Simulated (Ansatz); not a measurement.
# WSi₆: geometry relaxation (part 4 of 4)

WSi₆ (slab, 7 atoms in the cell); DFT PBEsol, scalar-relativistic, plane waves, PAW, spin-polarised (Ansatz 0.2.0); cutoff 420 eV, 9×9×1 k-mesh, Gaussian smearing of 0.05 eV, collinear spins. The structure derives from a Materials Project entry. The input holds or restrains some coordinates. Forces given for the steps count only the free coordinates. It belongs to a series of runs on one base structure; here: W over the place (0/6, 1/6) of the surface cell, its height relaxed.

Geometry of the input (Å; fractional positions):
```
3.8249  0.0000  0.0000
-1.9124  3.3125  0.0000
0.0000  0.0000  26.1211
Si 0.6667  0.3333  0.3254
Si 0.3333  0.6667  0.3559
Si 0.3333  0.6667  0.4465
Si 0.6667  0.3333  0.4756
Si 0.6667  0.3333  0.5673
Si 0.3333  0.6667  0.5929
W  0.3333  0.8333  0.6948
```

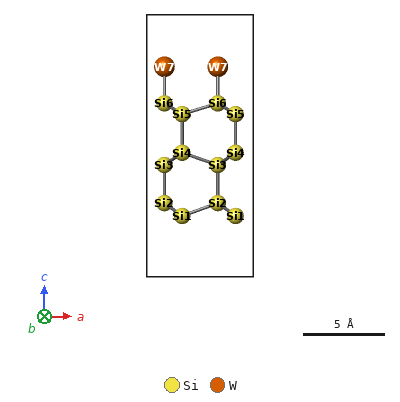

*The geometry at step 3 of the log (ball-and-stick view of the 2 × 1 repeat of the cell, with the vacuum cut short, along the b axis; atoms are numbered from 1 in the order of the input).*

File populations.tsv
```
# site	symbol	l	j	q_up	q_dn
# orbitals = lowdin
# n_electrons = 38.000000
# spilling = 0.010378
0	Si	0_3S	-	0.626295	0.707004
0	Si	1_3P	-	1.017993	1.587772
1	Si	0_3S	-	0.597185	0.593897
1	Si	1_3P	-	1.390370	1.394374
2	Si	0_3S	-	0.591865	0.608512
2	Si	1_3P	-	1.334457	1.413236
3	Si	0_3S	-	0.602058	0.600638
3	Si	1_3P	-	1.378737	1.374606
4	Si	0_3S	-	0.612443	0.583777
4	Si	1_3P	-	1.429720	1.361550
5	Si	0_3S	-	0.593464	0.604519
5	Si	1_3P	-	1.360480	1.437190
6	W	0_5S	-	0.992491	0.992645
6	W	0_6S	-	0.591547	0.495226
6	W	1_5P	-	2.993008	2.993168
6	W	2_5D	-	3.761444	0.983958
```

Trajectory as extended XYZ (Å, eV, eV/Å), 5 frames, from step=1 to step=5
```
7
Lattice="3.8249 0.0000 0.0000 -1.9124 3.3125 0.0000 0.0000 0.0000 26.1211" Properties=species:S:1:pos:R:3:forces:R:3 step=1 energy=-13977.15724
Si    1.9124    1.1041    8.5000    0.0105  -0.0102   0.4471
Si    0.0000    2.2083    9.2968   -0.0009  -0.0041  -0.6760
Si    0.0000    2.2083   11.6622   -0.0072   0.0161   0.0346
Si    1.9124    1.1041   12.4243   -0.0113   0.0045   0.1045
Si    1.9124    1.1041   14.8176   -0.0027   0.0239  -0.4087
Si    0.0000    2.2083   15.4882   -0.1403   0.2046   2.1113
W    -0.3187    2.7604   18.1482    0.1518  -0.2349  -1.6128
7
Lattice="3.8249 0.0000 0.0000 -1.9124 3.3125 0.0000 0.0000 0.0000 26.1211" Properties=species:S:1:pos:R:3:forces:R:3 step=2 energy=-13977.42210
Si    1.9124    1.1041    8.5000    0.0100  -0.0144   0.4384
Si    0.0000    2.2083    9.2968   -0.0004  -0.0023  -0.6581
Si    0.0000    2.2083   11.6622   -0.0046   0.0214   0.0189
Si    1.9124    1.1041   12.4243   -0.0172  -0.0048   0.1065
Si    1.9124    1.1041   14.8176   -0.0239   0.0493  -0.4784
Si    0.0000    2.2083   15.4882   -0.0444   0.0631   1.5693
W    -0.3187    2.7604   17.9532    0.0806  -0.1122  -0.9963
7
Lattice="3.8249 0.0000 0.0000 -1.9124 3.3125 0.0000 0.0000 0.0000 26.1211" Properties=species:S:1:pos:R:3:forces:R:3 step=3 energy=-13977.49044
Si    1.9124    1.1041    8.5000    0.0169  -0.0200   0.4326
Si    0.0000    2.2083    9.2968   -0.0071   0.0046  -0.6420
Si    0.0000    2.2083   11.6622   -0.0084   0.0232   0.0030
Si    1.9124    1.1041   12.4243   -0.0153  -0.0189   0.1048
Si    1.9124    1.1041   14.8176   -0.0512   0.0933  -0.5334
Si    0.0000    2.2083   15.4882    0.2031  -0.3351   0.1555
W    -0.3187    2.7604   17.7582   -0.1382   0.2533   0.4803
7
Lattice="3.8249 0.0000 0.0000 -1.9124 3.3125 0.0000 0.0000 0.0000 26.1211" Properties=species:S:1:pos:R:3:forces:R:3 step=4 energy=-13977.50170
Si    1.9124    1.1041    8.5000    0.0154  -0.0184   0.4389
Si    0.0000    2.2083    9.2968   -0.0052   0.0016  -0.6528
Si    0.0000    2.2083   11.6622   -0.0088   0.0244   0.0131
Si    1.9124    1.1041   12.4243   -0.0147  -0.0156   0.1017
Si    1.9124    1.1041   14.8176   -0.0418   0.0767  -0.5179
Si    0.0000    2.2083   15.4882    0.1089  -0.1828   0.6676
W    -0.3187    2.7604   17.8130   -0.0536   0.1139  -0.0515
7
Lattice="3.8249 0.0000 0.0000 -1.9124 3.3125 0.0000 0.0000 0.0000 26.1211" Properties=species:S:1:pos:R:3:forces:R:3 step=5 energy=-13977.50186
Si    1.9124    1.1041    8.5000    0.0156  -0.0186   0.4385
Si    0.0000    2.2083    9.2968   -0.0054   0.0019  -0.6521
Si    0.0000    2.2083   11.6622   -0.0088   0.0244   0.0122
Si    1.9124    1.1041   12.4243   -0.0147  -0.0160   0.1010
Si    1.9124    1.1041   14.8176   -0.0428   0.0782  -0.5189
Si    0.0000    2.2083   15.4882    0.1177  -0.1968   0.6198
W    -0.3187    2.7604   17.8073   -0.0616   0.1269  -0.0007
```

Key numbers

```csv
quantity,value
outcome,converged under the restraints of the input
electrons treated,38
free energy,−13977.5019 eV
"work function, top face",4.01 eV
"work function, bottom face",4.75 eV
Fermi energy,0.782 eV
gap on the k-point mesh,none (metallic)
net moment of the cell,2.21 μB
integrated absolute moment,3.86 μB
final volume,330.95 Å³
work function (upper face),4.01 eV
"largest force (length of the vector) at the end, held atoms and coordinates included",0.661 eV/Å
hardware,"1 thread of Arm Neoverse V2, 24 GiB of memory available, shared host"
wall time,8 min
peak memory,0.99 GiB
```

Remarks

Warnings of the run: the exchange-correlation potential is rough where the density is thin. Spin–orbit coupling is left out, which matters for W.
